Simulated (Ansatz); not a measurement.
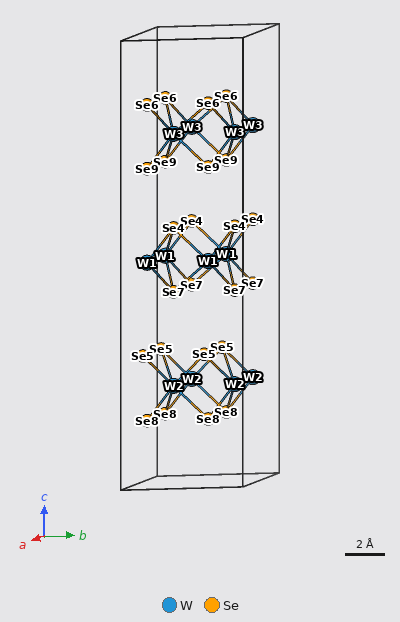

The structure (ball-and-stick view of the 2 × 2 repeat of the cell, with the vacuum cut short, seen slightly off an axis; atoms are numbered from 1 in the order of the input). An atom can appear more than once, as a periodic image. Near neighbours in the periodic cell (some may lie outside the picture): W has 6 Se at 2.32 to 2.87 Å; Se has 3 W at 2.32 to 2.87 Å.

# Two runs on WSe2

System: WSe2 (9 atoms in the cell).
Method of the first run: DFT PBEsol, scalar-relativistic, plane waves, PAW, no spin polarisation (Ansatz 0.2.0).

The structure derives from a Materials Project entry. Text and figures count atoms from 1; the logs count them from 0 in places.

### Input file, the first run
```yaml
crystal:
  lattice:
    - [3.2709028599, 0.0, 0.0]
    - [-1.6354514299, 2.83268497, 0.0]
    - [0.0, 0.0, 29.1847504091]
  atoms:
    - { symbol: W, position: [0.6666666667, 0.3333333333, 0.0] }
    - { symbol: W, position: [0.3333333333, 0.6666666667, 0.7734641576] }
    - { symbol: W, position: [0.3333333333, 0.6666666667, 0.2265358424] }
    - { symbol: Se, position: [0.3333333333, 0.6666666667, 0.0573689705] }
    - { symbol: Se, position: [0.5132198039, 0.2210024335, 0.830840305] }
    - { symbol: Se, position: [0.6666666667, 0.3333333333, 0.2838341585] }
    - { symbol: Se, position: [0.3333333333, 0.6666666667, 0.9426310295] }
    - { symbol: Se, position: [0.6666666667, 0.3333333333, 0.7161658415] }
    - { symbol: Se, position: [0.6666666667, 0.3333333333, 0.169159695] }
basis:
  ecutwfc: 420
kpoints:
  mp_grid: { grid: [12, 12, 1] }
hamiltonian:
  xc: pbesol
scf:
  occupations: { method: gaussian, width: 0.05 }
output:
  forces: true
  stress: true
  eigenvalues: true
```

Command:
```bash
ansatz run input.yaml --threads 2 --pin off --max-ram 5120MiB --backend cpu --events-out ev --progress --plain --runs-dir out
```

Hardware: 2 threads of Arm Neoverse V2, 24 GiB of memory available, shared host.

### Output, shortened to warnings, some set-up lines, iterations and results (the first run)
```
Basis set: ecut = 420 eV, 5413 PW (Γ), exchange–correlation on 48×48×400 points (8 copies of the dense FFT grid, shifted against one another)
Symmetry: 1 space group operations
k-points: 74 of 144 (time reversal used)
Initial density: superposition of atomic densities (neutral atoms: chi_scale 0, normalization atom), corrected by the library's trained network
[...]
SCF iter   1: F=—  HF=-63319.492763 eV  |F-HF|=—  |Δ(HF+E_count)|=         —  Δρ=4.44e-3  dr2=1.02e-1  ethr=1.77e-3  ⟨swp⟩=7.6  Hψ=23809  notcnv=0  defer=37
SCF iter   2: F=—  HF=-63319.486214 eV  |F-HF|=—  |Δ(HF+E_count)|=   6.55e-3  Δρ=2.56e-3  dr2=2.12e-2  ethr=7.36e-5  ⟨swp⟩=2.0  Hψ=9543  notcnv=0  defer=416
SCF iter   3: F=—  HF=-63319.486285 eV  |F-HF|=—  |Δ(HF+E_count)|=   7.10e-5  Δρ=1.47e-3  dr2=4.58e-3  ethr=1.54e-5  ⟨swp⟩=2.0  Hψ=7135  notcnv=0  defer=194
SCF iter   4: F=—  HF=-63319.487476 eV  |F-HF|=—  |Δ(HF+E_count)|=   1.19e-3  Δρ=6.02e-4  dr2=1.47e-3  ethr=3.32e-6  ⟨swp⟩=2.2  Hψ=7366  notcnv=0  defer=194
SCF iter   5: F=—  HF=-63319.487565 eV  |F-HF|=—  |Δ(HF+E_count)|=   8.85e-5  Δρ=1.49e-4  dr2=1.04e-4  ethr=1.07e-6  ⟨swp⟩=2.0  Hψ=7251  notcnv=0  defer=194
SCF iter   6: F=—  HF=-63319.487587 eV  |F-HF|=—  |Δ(HF+E_count)|=   2.24e-5  Δρ=5.29e-5  dr2=2.72e-5  ethr=7.51e-8  ⟨swp⟩=2.3  Hψ=7677  notcnv=0  defer=194
SCF iter   7: F=—  HF=-63319.487345 eV  |F-HF|=—  |Δ(HF+E_count)|=   2.42e-4  Δρ=2.69e-5  dr2=6.66e-6  ethr=1.97e-8  ⟨swp⟩=2.0  Hψ=7302  notcnv=0  defer=194
SCF iter   8: F=—  HF=-63319.487347 eV  |F-HF|=—  |Δ(HF+E_count)|=   1.08e-6  Δρ=1.40e-5  dr2=2.32e-6  ethr=4.83e-9  ⟨swp⟩=2.0  Hψ=7877  notcnv=0  defer=194
SCF iter   9: F=—  HF=-63319.487347 eV  |F-HF|=—  |Δ(HF+E_count)|=   2.57e-7  Δρ=4.84e-6  dr2=2.15e-7  ethr=1.68e-9  ⟨swp⟩=2.0  Hψ=7311  notcnv=0  defer=194
SCF iter  10: F=—  HF=-63319.487347 eV  |F-HF|=—  |Δ(HF+E_count)|=   1.00e-7  Δρ=2.87e-6  dr2=1.28e-7  ethr=7.25e-11  ⟨swp⟩=11.1  Hψ=26661  notcnv=0
SCF iter  11: F=-63319.487347 eV  HF=-63319.487347 eV  |F-HF|=4.42e-9  |Δ(HF+E_count)|=   3.94e-9  Δρ=1.29e-6  dr2=1.10e-8  ethr=7.25e-11  ⟨swp⟩=4.5  Hψ=20045  notcnv=0
SCF 1 converged in 11 iterations: F = -63319.487347 eV  dr2 = 1.10e-8
SCF converged after 11 iterations
Free energy (F): -63319.487347 eV
Harris-Foulkes:  -63319.487347 eV  (|F-HF|=4.42e-9)
Internal energy: -63319.487347 eV  (E = F + TS)
E sigma→0 (E₀):  -63319.487347 eV
Fermi energy:    7.509185 eV
--- Per-component energies (eV) ---
  E_band       = -3338.444076
  E_kinetic    = 2071.776961
  E_local      = -119961.300914  (includes V_loc(G=0)·N_el)
  E_nonlocal   = -3542.802600
  E_hartree    = 59240.571087
  E_xc         = -1419.575884
  E_vxc        = -1309.604026  (∫ρ·V_xc dr)
  E_paw        = -36516.983859  (= ΣΔE_a)
  E_vpaw       = 922.369316  (= ΣTr[D̂ρ^β])
  E_aug_tail   = -0.003825  (compensation charges beyond the density's cutoff)
  E_ewald      = 36802.115608
  E_core_change = 6.716079  (= ΣΔE_core)
  E_smearing   = -0.000000  (= −TS)
  E_closure    = -0.000000  (closes the sum)
  Σ components = -63319.487347   (vs F -63319.487347, Δ=0.00e0)
--- Forces (eV/Å), atoms counted from 1 ---
  atom   1  W     -0.00833474    -0.01114506    -0.00183523
  atom   2  W     -1.85249954    -2.79010463    -1.67060639
  atom   3  W     -0.00002373    -0.00000849     0.00060962
  atom   4  Se     0.00067270     0.00134029     0.00050773
  atom   5  Se     1.57947279     2.73649276     1.75285602
  atom   6  Se     0.00000746     0.00000490    -0.00035732
  atom   7  Se    -0.01167431    -0.01407664     0.00654765
  atom   8  Se     0.29234407     0.07746830    -0.08666055
  atom   9  Se     0.00003511     0.00002730    -0.00107508
  max |Σ_I F_I| component: 1.36e-5 eV/Å
--- Stress (GPa, compression-positive) ---
       -0.149478      -0.767600       1.214033
       -0.767600       1.180097       2.560152
        1.214033       2.560151       1.833618
  P = ⅓ Tr σ = 0.9547 GPa (9.547 kbar)
```

The input of the second run differs as follows (lines with − go, lines with + come):
```diff
-    - { symbol: Se, position: [0.5132198039, 0.2210024335, 0.830840305] }
+    - { symbol: Se, position: [0.6155177124, 0.2958897001, 0.830840305] }
```

How does the second run compare with the first run?

With the same functional and potentials, the second run lies 75.0 meV per atom lower. The gap on the mesh goes from 1.09 to 1.22 eV. The pressure goes from 0.95 to 0.12 GPa. The largest force goes from 3.743 to 1.344 eV/Å. The SCF takes 10 iterations against 11.

### Output, shortened to warnings, some set-up lines, iterations and results (the second run)
```
Basis set: ecut = 420 eV, 5413 PW (Γ), exchange–correlation on 48×48×400 points (8 copies of the dense FFT grid, shifted against one another)
Symmetry: 1 space group operations
k-points: 74 of 144 (time reversal used)
Initial density: superposition of atomic densities (neutral atoms: chi_scale 0, normalization atom), corrected by the library's trained network
[...]
SCF iter   1: F=—  HF=-63320.166056 eV  |F-HF|=—  |Δ(HF+E_count)|=         —  Δρ=4.39e-3  dr2=9.64e-2  ethr=1.77e-3  ⟨swp⟩=7.7  Hψ=23581  notcnv=0  defer=31
SCF iter   2: F=—  HF=-63320.160840 eV  |F-HF|=—  |Δ(HF+E_count)|=   5.22e-3  Δρ=2.46e-3  dr2=2.16e-2  ethr=6.99e-5  ⟨swp⟩=2.0  Hψ=9666  notcnv=0  defer=438
SCF iter   3: F=—  HF=-63320.161115 eV  |F-HF|=—  |Δ(HF+E_count)|=   2.76e-4  Δρ=1.50e-3  dr2=3.03e-3  ethr=1.57e-5  ⟨swp⟩=2.0  Hψ=7178  notcnv=0  defer=216
SCF iter   4: F=—  HF=-63320.162961 eV  |F-HF|=—  |Δ(HF+E_count)|=   1.85e-3  Δρ=4.06e-4  dr2=8.85e-4  ethr=2.19e-6  ⟨swp⟩=2.7  Hψ=9372  notcnv=0  defer=216
SCF iter   5: F=—  HF=-63320.163013 eV  |F-HF|=—  |Δ(HF+E_count)|=   5.15e-5  Δρ=9.80e-5  dr2=5.71e-5  ethr=6.41e-7  ⟨swp⟩=2.1  Hψ=7574  notcnv=0  defer=216
SCF iter   6: F=—  HF=-63320.162785 eV  |F-HF|=—  |Δ(HF+E_count)|=   2.28e-4  Δρ=4.01e-5  dr2=1.02e-5  ethr=4.14e-8  ⟨swp⟩=2.4  Hψ=10006  notcnv=0  defer=216
SCF iter   7: F=—  HF=-63320.162789 eV  |F-HF|=—  |Δ(HF+E_count)|=   3.91e-6  Δρ=1.63e-5  dr2=1.56e-6  ethr=7.41e-9  ⟨swp⟩=2.0  Hψ=8248  notcnv=0  defer=216
SCF iter   8: F=—  HF=-63320.162790 eV  |F-HF|=—  |Δ(HF+E_count)|=   1.06e-6  Δρ=7.51e-6  dr2=6.57e-7  ethr=1.13e-9  ⟨swp⟩=2.0  Hψ=7910  notcnv=0  defer=216
SCF iter   9: F=—  HF=-63320.162790 eV  |F-HF|=—  |Δ(HF+E_count)|=   4.97e-8  Δρ=4.29e-6  dr2=2.13e-7  ethr=4.76e-10  ⟨swp⟩=2.0  Hψ=7239  notcnv=0  defer=216
SCF iter  10: F=-63320.162790 eV  HF=-63320.162790 eV  |F-HF|=2.97e-9  |Δ(HF+E_count)|=  7.93e-10  Δρ=1.53e-6  dr2=1.49e-8  ethr=7.25e-11  ⟨swp⟩=10.7  Hψ=22707  notcnv=0
SCF 1 converged in 10 iterations: F = -63320.162790 eV  dr2 = 1.49e-8
SCF converged after 10 iterations
Free energy (F): -63320.162790 eV
Harris-Foulkes:  -63320.162790 eV  (|F-HF|=2.97e-9)
Internal energy: -63320.162790 eV  (E = F + TS)
E sigma→0 (E₀):  -63320.162790 eV
Fermi energy:    7.502804 eV
--- Per-component energies (eV) ---
  E_band       = -3337.722201
  E_kinetic    = 2070.396045
  E_local      = -119943.963062  (includes V_loc(G=0)·N_el)
  E_nonlocal   = -3543.097667
  E_hartree    = 59232.955748
  E_xc         = -1419.286843
  E_vxc        = -1309.247819  (∫ρ·V_xc dr)
  E_paw        = -36516.939075  (= ΣΔE_a)
  E_vpaw       = 922.312904  (= ΣTr[D̂ρ^β])
  E_aug_tail   = -0.003822  (compensation charges beyond the density's cutoff)
  E_ewald      = 36793.059807
  E_core_change = 6.716079  (= ΣΔE_core)
  E_smearing   = -0.000000  (= −TS)
  E_closure    = 0.000000  (closes the sum)
  Σ components = -63320.162790   (vs F -63320.162790, Δ=0.00e0)
--- Forces (eV/Å), atoms counted from 1 ---
  atom   1  W     -0.00346102    -0.00377781    -0.00030272
  atom   2  W     -0.88119157    -0.99034235    -0.21898318
  atom   3  W     -0.00000454    -0.00000251     0.00072907
  atom   4  Se     0.00048168     0.00055731     0.00008168
  atom   5  Se     0.82540508     0.95905675     0.22975537
  atom   6  Se     0.00000162     0.00000119    -0.00041382
  atom   7  Se    -0.00423268    -0.00444917     0.00062002
  atom   8  Se     0.06299074     0.03894745    -0.01036758
  atom   9  Se     0.00001004     0.00000884    -0.00110296
  max |Σ_I F_I| component: 1.59e-5 eV/Å
--- Stress (GPa, compression-positive) ---
       -0.170391      -0.237971       0.732979
       -0.237971       0.298534       0.887899
        0.732979       0.887899       0.233603
  P = ⅓ Tr σ = 0.1206 GPa (1.206 kbar)
```

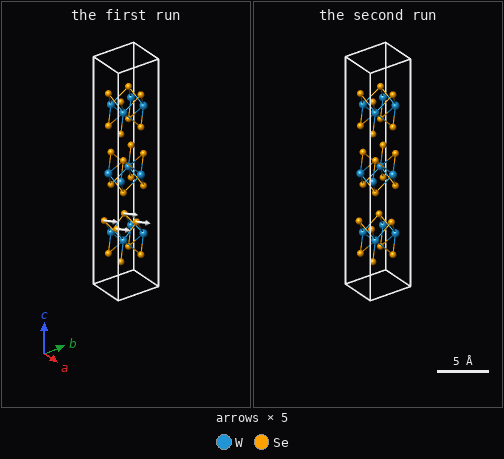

The two input geometries at one scale (ball-and-stick view of the 2 × 2 repeat of the cell, with the vacuum cut short, seen slightly off an axis). The white arrows on the first give the shifts of the atoms relative to the cell, magnified 5 times. The largest move is that of a Se atom, 0.30 Å. W stays in place. The cell stays as it was. Among the contacts that change: Se–W 2.866 → 2.634 Å, Se–W 2.318 → 2.448 Å, Se–W 2.476 → 2.499 Å.

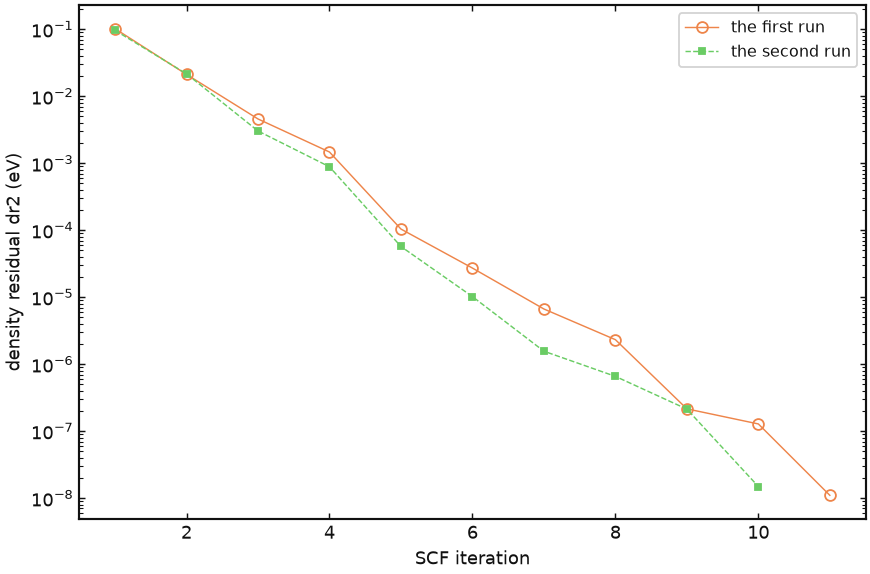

Convergence of the two runs: density residual dr2 against the SCF iteration. The first run takes 11 iterations in all, and the second run takes 10.

### The two runs side by side

```csv
quantity,the first run,the second run
outcome,converged,converged
free energy per atom (eV),−7035.4986,−7035.5736
gap on the mesh (eV),1.09,1.22
pressure (GPa),0.95,0.12
largest force (eV/Å),3.743,1.344
SCF iterations,11,10
irreducible k-points,74,74
plane waves at Γ,5413,5413
wall time (shared host),77 s,72 s
```

For both runs: Spin–orbit coupling is left out, which matters for W.
